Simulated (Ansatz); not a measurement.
**Geometry relaxation of Ru**

The run: geometry relaxation of Ru (Im-3m, 1 atom in the cell). Method and program: DFT, PBE, PAW with Ansatz's default frozen-core files, scalar-relativistic, no spin polarisation (Ansatz 0.2.0).

The structure was built on a prototype by a generator; it need not be a known phase. It belongs to a series of runs on one base structure; here: bcc relaxed, PAW files.

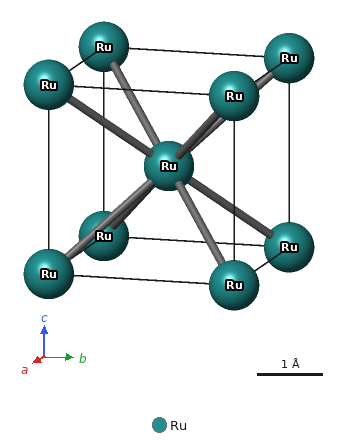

Fig. 1: The structure as given in the input (ball-and-stick view of the cell 2 times as large as that of the calculation, set on its symmetry axes, seen slightly off an axis).

**The input**
```yaml
crystal:
  lattice:
    - [-1.5098609582, 1.5098609582, 1.5098609582]
    - [1.5098609582, -1.5098609582, 1.5098609582]
    - [1.5098609582, 1.5098609582, -1.5098609582]
  atoms:
    - { symbol: Ru, position: [0.0, 0.0, 0.0] }
kpoints:
  mp_grid: { grid: [19, 19, 19] }
scf:
  occupations: { method: fermi_dirac, width: 0.05 }
hamiltonian:
  xc: pbe
  pseudopotentials: { kind: paw }
output:
  forces: true
  stress: true
  write_density: true
  write_potential: true
  elf: true
  volumetric_format: npy
relax:
  f_tol: 0.005
  max_steps: 40
  cell: {}
```

Machine: 1 thread of Arm Neoverse V2, 24 GiB of memory available, shared host.

Run as:
```bash
ansatz run input.yaml --threads 1 --pin off --max-ram 3072MiB --backend cpu --events-out ev --progress --plain --runs-dir out
```

**Log**
```
Engine: ansatz 0.2.0, aarch64-unknown-linux-gnu
Pseudopotentials: kind: paw
Pseudopotential: Ru, paw, valence charge 16, recommended cutoff 420 eV (normal), Ru.paw.azcp
Functional definition: PBE
  parameter kappa = 0.804
  parameter beta = 0.06672455060314922
  exchange = pbe_x(kappa = kappa, mu = beta*pi^2/3)
  correlation = pbe_c(beta = beta)
Crystal: 1 atoms, lattice volume = 13.768 Å³
Basis set: ecut = 420 eV, 249 PW (Γ), exchange–correlation on 36×36×36 points (8 copies of the dense FFT grid, shifted against one another)
Bands: 12, of which v1, the nominal top of the filled ones, is band 8 counted from 1 (7 counted from 0)
Symmetry: 48 space group operations
Space group: Im-3m (ITA 229), of the structure as read, at distance tolerance 2.4e-5 Å
k-points: 220 of 6859
Non-local potential: Ru, projectors of the file, l = 0: 3, l = 1: 2, l = 2: 2, l = 3: 1
PAW form: soft (Blöchl's): semilocal exchange-correlation on the pseudo side does not see the compensation charge
PAW one-centre angular grid: Ru, 590 points (default); XC on 64 Gauss nodes
Initial density: superposition of atomic densities (neutral atoms: chi_scale 0, normalization atom), corrected by the library's trained network
Initial wavefunctions: pseudopotential atomic-orbital guess
Functional: x = pbe(κ = 0.804, μ = 0.2195149727645171), c = pbe(β = 0.06672455060314922)
SCF iter   1: F=—  HF=-5878.054207 eV  |F-HF|=—  |Δ(HF+E_count)|=         —  Δρ=3.07e-3  dr2=2.03e-4  ethr=1.77e-3  ⟨swp⟩=5.1  Hψ=14664  notcnv=0
preconditioner: auto → none  [metal: Δε(μ)=0.005 eV  Ē_g=11.203 eV  σ=0.050 eV  W_gap=0.03  n_scr=0 (ndim 8)  ℏωp=28.3 eV  f_vac=0.000  D(μ)=1.99/eV (n_scr^D=42)]
SCF iter   2: F=—  HF=-5878.054056 eV  |F-HF|=—  |Δ(HF+E_count)|=   1.51e-4  Δρ=1.65e-3  dr2=7.71e-5  ethr=1.27e-6  ⟨swp⟩=2.0  Hψ=6102  notcnv=0
SCF iter   3: F=—  HF=-5878.054210 eV  |F-HF|=—  |Δ(HF+E_count)|=   1.54e-4  Δρ=7.19e-4  dr2=6.14e-5  ethr=4.82e-7  ⟨swp⟩=2.2  Hψ=4251  notcnv=0
SCF iter   4: F=—  HF=-5878.054193 eV  |F-HF|=—  |Δ(HF+E_count)|=   1.66e-5  Δρ=1.61e-4  dr2=3.38e-6  ethr=3.84e-7  ⟨swp⟩=2.4  Hψ=3818  notcnv=0
iter 5 did not close the SCF: its close was put off for the readings that it lacked (scf_convergence_deferred on its scf_iter line)
SCF iter   5: F=-5878.054192 eV  HF=-5878.054192 eV  |F-HF|=4.65e-8  |Δ(HF+E_count)|=   1.03e-6  Δρ=2.80e-5  dr2=8.36e-8  ethr=2.11e-8  ⟨swp⟩=2.4  Hψ=3921  notcnv=0
SCF iter   6: F=-5878.054192 eV  HF=-5878.054192 eV  |F-HF|=2.40e-10  |Δ(HF+E_count)|=   1.80e-8  Δρ=2.02e-6  dr2=3.11e-10  ethr=5.23e-10  ⟨swp⟩=5.1  Hψ=14378  notcnv=0
SCF 1 converged in 6 iterations: F = -5878.054192 eV  dr2 = 3.11e-10
  greatest PAW one-centre occupation: 0.998 electrons in one spin orbital (limit 2), on the Ru atom at site 0 (counted from 0), in its partial waves of l = 0
relax step   1: F+E_penalty+E_count = -5878.05419241 eV  Δ(F+E_penalty+E_count) = +0.000e0 eV  max|allowed force component| = 0.000e0 eV/Å  Δτ_max = 0.0000 Å  P = +10.085 GPa  Ω = 13.768 Å³  (6 SCF iters, dr2 threshold 1.00e-7 eV, accepted)
Crystal: 1 atoms, lattice volume = 14.688 Å³
Basis set: ecut = 420 eV, 321 PW (Γ), exchange–correlation on 36×36×36 points (8 copies of the dense FFT grid, shifted against one another)
Initial density: handed on by an earlier stage of this run
Initial wavefunctions: those handed on with the density
iter 1 solved again at ethr=1.86e-5 eV; its pass at ethr=3.10e-3 eV (dr2=2.97e-3 eV) is discarded
SCF iter   1: F=—  HF=-5878.056706 eV  |F-HF|=—  |Δ(HF+E_count)|=         —  Δρ=4.86e-3  dr2=3.01e-3  ethr=1.86e-5  ⟨swp⟩=2.0  Hψ=19421  notcnv=0
preconditioner: auto → none  [metal: Δε(μ)=0.005 eV  Ē_g=10.574 eV  σ=0.050 eV  W_gap=0.03  n_scr=0 (ndim 8)  ℏωp=27.4 eV  f_vac=0.000  D(μ)=2.21/eV (n_scr^D=42)]
SCF iter   2: F=—  HF=-5878.056154 eV  |F-HF|=—  |Δ(HF+E_count)|=   5.51e-4  Δρ=2.32e-3  dr2=3.01e-4  ethr=1.86e-5  ⟨swp⟩=2.2  Hψ=3902  notcnv=0
SCF iter   3: F=—  HF=-5878.056138 eV  |F-HF|=—  |Δ(HF+E_count)|=   1.61e-5  Δρ=9.80e-4  dr2=5.63e-5  ethr=1.88e-6  ⟨swp⟩=2.7  Hψ=4579  notcnv=0
SCF iter   4: F=—  HF=-5878.056148 eV  |F-HF|=—  |Δ(HF+E_count)|=   9.36e-6  Δρ=4.24e-4  dr2=1.02e-5  ethr=3.52e-7  ⟨swp⟩=1.0  Hψ=2640  notcnv=0
SCF iter   5: F=—  HF=-5878.056150 eV  |F-HF|=—  |Δ(HF+E_count)|=   2.22e-6  Δρ=8.96e-5  dr2=4.51e-7  ethr=6.38e-8  ⟨swp⟩=1.0  Hψ=2652  notcnv=0
SCF iter   6: F=-5878.056150 eV  HF=-5878.056150 eV  |F-HF|=1.84e-9  |Δ(HF+E_count)|=   1.39e-7  Δρ=9.31e-6  dr2=4.72e-9  ethr=6.25e-10  ⟨swp⟩=6.9  Hψ=13278  notcnv=0
SCF 2 converged in 6 iterations: F = -5878.056150 eV  dr2 = 4.72e-9
relax step   2: F+E_penalty+E_count = -5878.05615009 eV  Δ(F+E_penalty+E_count) = -1.958e-3 eV  max|allowed force component| = 0.000e0 eV/Å  Δτ_max = 0.0000 Å  P = -8.114 GPa  Ω = 14.688 Å³  energy of the carried Pulay correction = -4.372e-4 eV  (6 SCF iters, dr2 threshold 1.00e-7 eV, accepted)
Crystal: 1 atoms, lattice volume = 14.263 Å³
iter 1 solved again at ethr=4.94e-6 eV; its pass at ethr=3.10e-3 eV (dr2=7.91e-4 eV) is discarded
SCF iter   1: F=—  HF=-5878.068268 eV  |F-HF|=—  |Δ(HF+E_count)|=         —  Δρ=2.29e-3  dr2=6.49e-4  ethr=4.94e-6  ⟨swp⟩=2.0  Hψ=18301  notcnv=0
preconditioner: auto → none  [metal: Δε(μ)=0.014 eV  Ē_g=10.845 eV  σ=0.050 eV  W_gap=0.07  n_scr=0 (ndim 8)  ℏωp=27.8 eV  f_vac=0.000  D(μ)=2.09/eV (n_scr^D=42)]
SCF iter   2: F=—  HF=-5878.068134 eV  |F-HF|=—  |Δ(HF+E_count)|=   1.35e-4  Δρ=1.05e-3  dr2=5.78e-5  ethr=4.06e-6  ⟨swp⟩=2.2  Hψ=3684  notcnv=0
SCF iter   3: F=—  HF=-5878.068126 eV  |F-HF|=—  |Δ(HF+E_count)|=   8.06e-6  Δρ=4.45e-4  dr2=1.08e-5  ethr=3.61e-7  ⟨swp⟩=2.8  Hψ=4582  notcnv=0
SCF iter   4: F=—  HF=-5878.068128 eV  |F-HF|=—  |Δ(HF+E_count)|=   1.98e-6  Δρ=1.67e-4  dr2=1.45e-6  ethr=6.75e-8  ⟨swp⟩=1.0  Hψ=2640  notcnv=0
SCF iter   5: F=-5878.068128 eV  HF=-5878.068128 eV  |F-HF|=1.08e-8  |Δ(HF+E_count)|=   3.17e-7  Δρ=2.98e-5  dr2=4.68e-8  ethr=6.25e-10  ⟨swp⟩=6.0  Hψ=14375  notcnv=0
SCF 3 converged in 5 iterations: F = -5878.068128 eV  dr2 = 4.68e-8
relax step   3: F+E_penalty+E_count = -5878.06812799 eV  Δ(F+E_penalty+E_count) = -1.198e-2 eV  max|allowed force component| = 0.000e0 eV/Å  Δτ_max = 0.0000 Å  P = -0.551 GPa  Ω = 14.263 Å³  energy of the carried Pulay correction = -2.388e-4 eV  (5 SCF iters, dr2 threshold 1.00e-7 eV, accepted)
Crystal: 1 atoms, lattice volume = 14.234 Å³
iter 1 solved again at ethr=1.83e-8 eV; its pass at ethr=3.10e-3 eV (dr2=2.93e-6 eV) is discarded
SCF iter   1: F=—  HF=-5878.068194 eV  |F-HF|=—  |Δ(HF+E_count)|=         —  Δρ=1.74e-4  dr2=3.31e-6  ethr=1.83e-8  ⟨swp⟩=2.0  Hψ=17552  notcnv=0
preconditioner: auto → none  [metal: Δε(μ)=0.014 eV  Ē_g=10.867 eV  σ=0.050 eV  W_gap=0.07  n_scr=0 (ndim 8)  ℏωp=27.8 eV  f_vac=0.000  D(μ)=2.09/eV (n_scr^D=42)]
SCF iter   2: F=—  HF=-5878.068190 eV  |F-HF|=—  |Δ(HF+E_count)|=   3.71e-6  Δρ=8.59e-5  dr2=3.67e-7  ethr=1.83e-8  ⟨swp⟩=2.2  Hψ=3697  notcnv=0
SCF iter   3: F=-5878.068190 eV  HF=-5878.068190 eV  |F-HF|=1.20e-8  |Δ(HF+E_count)|=   6.40e-9  Δρ=3.44e-5  dr2=6.91e-8  ethr=6.25e-10  ⟨swp⟩=7.0  Hψ=13488  notcnv=0
SCF 4 converged in 3 iterations: F = -5878.068190 eV  dr2 = 6.91e-8
relax step   4: F+E_penalty+E_count = -5878.06819025 eV  Δ(F+E_penalty+E_count) = -6.226e-5 eV  max|allowed force component| = 0.000e0 eV/Å  Δτ_max = 0.0000 Å  P = +0.006 GPa  Ω = 14.234 Å³  energy of the carried Pulay correction = -2.253e-4 eV  (3 SCF iters, dr2 threshold 1.00e-7 eV, accepted)
Initial wavefunctions: pseudopotential atomic-orbital guess (no wavefunctions were taken with the density)
iter 1 solved again at ethr=1.03e-7 eV; its pass at ethr=3.10e-3 eV (dr2=1.65e-5 eV) is discarded
SCF iter   1: F=—  HF=-5878.068385 eV  |F-HF|=—  |Δ(HF+E_count)|=         —  Δρ=1.38e-4  dr2=2.78e-7  ethr=1.03e-7  ⟨swp⟩=3.0  Hψ=22606  notcnv=0
preconditioner: auto → none  [metal: Δε(μ)=0.014 eV  Ē_g=10.866 eV  σ=0.050 eV  W_gap=0.07  n_scr=0 (ndim 8)  ℏωp=27.8 eV  f_vac=0.000  D(μ)=2.09/eV (n_scr^D=42)]
SCF iter   2: F=—  HF=-5878.068383 eV  |F-HF|=—  |Δ(HF+E_count)|=   1.72e-6  Δρ=6.86e-5  dr2=5.80e-8  ethr=1.74e-9  ⟨swp⟩=2.7  Hψ=4324  notcnv=0
SCF iter   3: F=—  HF=-5878.068384 eV  |F-HF|=—  |Δ(HF+E_count)|=   5.70e-7  Δρ=1.71e-5  dr2=1.26e-8  ethr=3.62e-10  ⟨swp⟩=2.4  Hψ=3558  notcnv=0
SCF iter   4: F=—  HF=-5878.068384 eV  |F-HF|=—  |Δ(HF+E_count)|=   2.79e-8  Δρ=1.53e-6  dr2=1.09e-10  ethr=7.88e-11  ⟨swp⟩=2.8  Hψ=4358  notcnv=0
SCF iter   5: F=-5878.068384 eV  HF=-5878.068384 eV  |F-HF|=0.00e0  |Δ(HF+E_count)|=  1.82e-12  Δρ=5.52e-8  dr2=5.22e-14  ethr=1.00e-12  ⟨swp⟩=5.0  Hψ=10622  notcnv=0
SCF 5 converged in 5 iterations: F = -5878.068384 eV  dr2 = 5.22e-14
relax step   5: F+E_penalty+E_count = -5878.06838374 eV  Δ(F+E_penalty+E_count) = -1.935e-4 eV  max|allowed force component| = 0.000e0 eV/Å  Δτ_max = 0.0000 Å  P = -0.017 GPa  Ω = 14.234 Å³  stress off target by 1.70e-2 GPa  SCF on the basis re-selected at this cell (its energy is not comparable with the rows above)  (5 SCF iters)
```

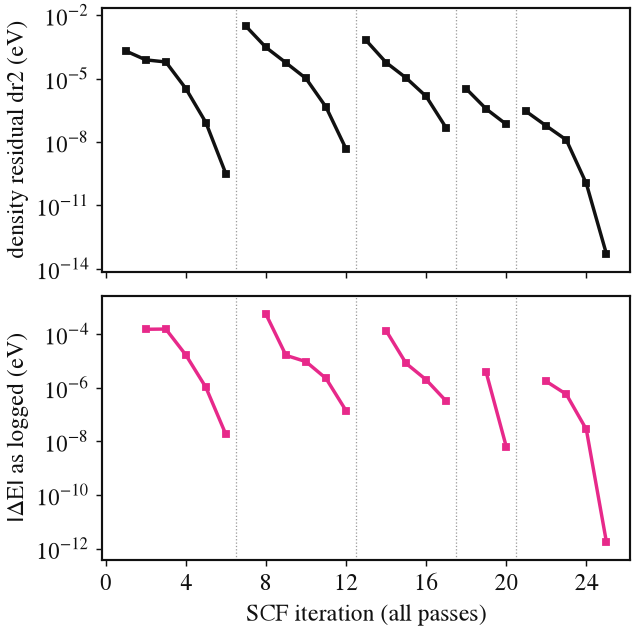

Fig. 2: Convergence of the self-consistent field: density residual dr2 and size of the energy change against the SCF iteration. The dotted lines part the SCF passes of the relaxation: geometry steps, rejected trials and re-solves on a re-selected basis. The 5 passes take 3 to 6 iterations each, 25 in all.

```
basis re-selected at this cell: Δ(F+E_penalty+E_count) = -1.935e-4 eV, ΔP = -0.023 GPa vs the last step (what re-selecting the basis moved, of the pressure what is left beyond the Pulay correction that the steps carried, after the strain that the cell walked since its last selection, with what the two solves' SCF thresholds leave and, on support functions, any second-order correction that the steps lacked; it is no measure of the basis error at this ecutwfc). This SCF's stress stands 1.70e-2 GPa from its target on what of the cell is left free (relax.cell.stress_tol is 5.00e-2 GPa) and its largest allowed force component is 0.00e0 eV/Å (relax.f_tol is 5.00e-3 eV/Å): within both
SCF converged after 5 iterations
Free energy (F): -5878.068384 eV
Harris-Foulkes:  -5878.068384 eV  (|F-HF|=0.00e0)
Internal energy: -5878.051294 eV  (E = F + TS)
E sigma→0 (E₀):  -5878.059839 eV
Entropy (-TS):   -0.017090 eV (-17.090 meV/atom)
Fermi energy:    22.359762 eV
--- Per-component energies (eV) ---
  E_band       = -70.236526
  E_kinetic    = 513.543571
  E_local      = -1308.447477  (includes V_loc(G=0)·N_el)
  E_nonlocal   = 344.030008
  E_hartree    = 420.564199
  E_xc         = -189.960918
  E_vxc        = -238.424800  (∫ρ·V_xc dr)
  E_paw        = -3461.027142  (= ΣΔE_a)
  E_vpaw       = -222.066043  (= ΣTr[D̂ρ^β])
  E_aug_tail   = -0.000187  (compensation charges beyond the density's cutoff)
  E_ewald      = -2196.753349
  E_smearing   = -0.017090  (= −TS)
  E_closure    = 0.000000  (closes the sum)
  Σ components = -5878.068384   (vs F -5878.068384, Δ=0.00e0)
--- Forces (eV/Å), atoms counted from 1 ---
  atom   1  Ru     0.00000000    -0.00000000     0.00000000
  max |Σ_I F_I| component: 3.29e-32 eV/Å
--- Stress (GPa, compression-positive) ---
       -0.017047      -0.000000       0.000000
       -0.000000      -0.017047      -0.000000
       -0.000000      -0.000000      -0.017047
  P = ⅓ Tr σ = -0.0170 GPa (-0.170 kbar)
--- Band table (eV; the first three rows and the last of 220) ---
  k-point 0: bands = ["-50.7262", "-20.1794", "-20.1794", "-20.1794", "14.4904", "19.6163", "19.6163", "19.6163", "22.2616", "22.2616", "39.2393", "39.2393"]
  k-point 1: bands = ["-50.7219", "-20.2055", "-20.1878", "-20.1794", "14.6101", "19.5616", "19.6134", "19.7184", "22.1886", "22.2650", "39.3078", "39.3699"]
  k-point 2: bands = ["-50.7095", "-20.2810", "-20.2123", "-20.1796", "14.9549", "19.4069", "19.5967", "20.0202", "22.0144", "22.2770", "39.4445", "39.6466"]
  k-point 219: bands = ["-50.4496", "-20.8363", "-20.8318", "-20.8318", "16.2905", "16.3070", "23.9898", "23.9898", "24.0670", "31.3252", "31.7376", "31.7376"]
--- Relaxed structure (4 steps of the walk, 4 accepted, 1 SCFs on fresh bases) ---
  F+E_penalty+E_count = -5878.06838374 eV   max|allowed force component| = 0.000e0 eV/Å   (the final SCF, on the basis selected at the relaxed cell)
  cell:  # Å, volume = 14.2345 Å³
    - [-1.5267235061410067, 1.5267235061410067, 1.5267235061410067]
    - [1.5267235061410067, -1.5267235061410067, 1.5267235061410067]
    - [1.5267235061410067, 1.5267235061410067, -1.5267235061410067]
  atoms:
    - { symbol: Ru, position: [0.0, 0.0, 0.0] }
```

**File rho_z.tsv**
```
# z_ang	rho[e/angstrom^3]
# format = ansatz-planar-average/11
# lattice	-1.526723506	1.526723506	1.526723506
# lattice	1.526723506	-1.526723506	1.526723506
# lattice	1.526723506	1.526723506	-1.526723506
# sites	1
# site	44	0.000000000	0.000000000	0.000000000
0.000000	2.124205e0
0.146909	2.054610e0
0.293818	1.852449e0
0.440727	1.544170e0
0.587636	1.185845e0
0.734545	8.500244e-1
0.881454	5.938593e-1
1.028363	4.375471e-1
1.175272	3.638895e-1
1.322181	3.435884e-1
1.469090	3.638895e-1
1.615999	4.375471e-1
1.762908	5.938593e-1
1.909817	8.500244e-1
2.056727	1.185845e0
2.203636	1.544170e0
2.350545	1.852449e0
2.497454	2.054610e0
```

**File v_z.tsv**
```
# z_ang	v_es[eV]	v_tot[eV]
# format = ansatz-planar-average/11
# xc	pbe
# density_cutoff_ev	1680
# datasets	Ru=:simpson_from_first_knot:soft
# lattice	-1.526723506	1.526723506	1.526723506
# lattice	1.526723506	-1.526723506	1.526723506
# lattice	1.526723506	1.526723506	-1.526723506
# sites	1
# site	44	0.000000000	0.000000000	0.000000000
0.000000	-5.053016e0	-2.112691e1
0.146909	-4.191449e0	-2.014188e1
0.293818	-1.727524e0	-1.730425e1
0.440727	2.010254e0	-1.295025e1
0.587636	6.537759e0	-7.614028e0
0.734545	1.124605e1	-1.999122e0
0.881454	1.544696e1	3.076947e0
1.028363	1.853156e1	6.871707e0
1.175272	2.021644e1	9.016643e0
1.322181	2.069848e1	9.659849e0
1.469090	2.021644e1	9.016643e0
1.615999	1.853156e1	6.871707e0
1.762908	1.544696e1	3.076947e0
1.909817	1.124605e1	-1.999122e0
2.056727	6.537759e0	-7.614028e0
2.203636	2.010254e0	-1.295025e1
2.350545	-1.727524e0	-1.730425e1
2.497454	-4.191449e0	-2.014188e1
```

**Trajectory as extended XYZ (Å, eV, eV/Å), 5 frames, from step=1 to step=5**
```
1
Lattice="-1.5099 1.5099 1.5099 1.5099 -1.5099 1.5099 1.5099 1.5099 -1.5099" Properties=species:S:1:pos:R:3:forces:R:3 step=1 energy=-5878.05419 pressure_GPa=10.08
Ru    0.0000    0.0000    0.0000    0.0000   0.0000   0.0000
1
Lattice="-1.5428 1.5428 1.5428 1.5428 -1.5428 1.5428 1.5428 1.5428 -1.5428" Properties=species:S:1:pos:R:3:forces:R:3 step=2 energy=-5878.05615 pressure_GPa=-8.11
Ru    0.0000    0.0000    0.0000    0.0000   0.0000   0.0000
1
Lattice="-1.5277 1.5277 1.5277 1.5277 -1.5277 1.5277 1.5277 1.5277 -1.5277" Properties=species:S:1:pos:R:3:forces:R:3 step=3 energy=-5878.06813 pressure_GPa=-0.55
Ru    0.0000    0.0000    0.0000    0.0000   0.0000   0.0000
1
Lattice="-1.5267 1.5267 1.5267 1.5267 -1.5267 1.5267 1.5267 1.5267 -1.5267" Properties=species:S:1:pos:R:3:forces:R:3 step=4 energy=-5878.06819 pressure_GPa=0.01
Ru    0.0000    0.0000    0.0000    0.0000   0.0000   0.0000
1
Lattice="-1.5267 1.5267 1.5267 1.5267 -1.5267 1.5267 1.5267 1.5267 -1.5267" Properties=species:S:1:pos:R:3:forces:R:3 step=5 energy=-5878.06838 pressure_GPa=-0.02
Ru    0.0000    0.0000    0.0000    0.0000   0.0000   0.0000
```

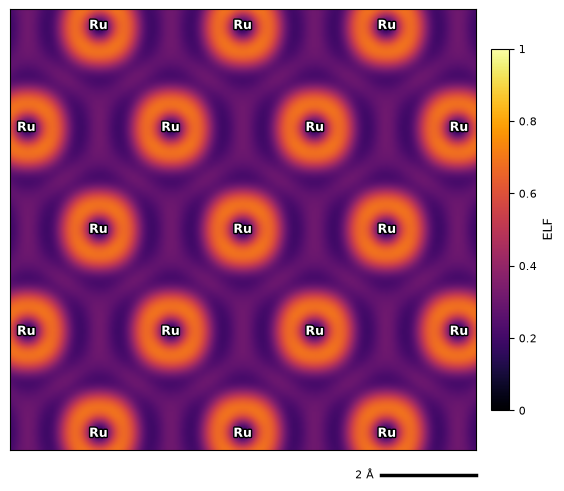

Fig. 3: Electron localisation function on the (110) plane of the conventional cell. Atoms in the plane: Ru. Ru–Ru (2.64 Å): the ELF is about 0.30 at the midpoint; no localised pair between them. The strong features right at Ru lie inside the PAW spheres (semicore, d or f shells) and say nothing about bonding. Core electrons are frozen (PAW), so the fields are smoothed inside the atomic spheres.

**Results in brief**

```json
{"quantity": "outcome", "value": "converged"}
{"quantity": "space group (tolerance 0.01 Å)", "value": "Im-3m (229)"}
{"quantity": "electrons treated", "value": "16"}
{"quantity": "free energy", "value": "−5878.0684 eV"}
{"quantity": "Fermi energy", "value": "22.360 eV"}
{"quantity": "pressure", "value": "−0.02 GPa"}
{"quantity": "final volume", "value": "14.23 Å³"}
{"quantity": "largest force (length of the vector) at the end", "value": "under 0.001 eV/Å"}
{"quantity": "final cell", "value": "a = 2.644 Å, b = 2.644 Å, c = 2.644 Å, α = 109.47°, β = 109.47°, γ = 109.47°"}
{"quantity": "wall time", "value": "9 s"}
{"quantity": "peak memory", "value": "0.31 GiB"}
```
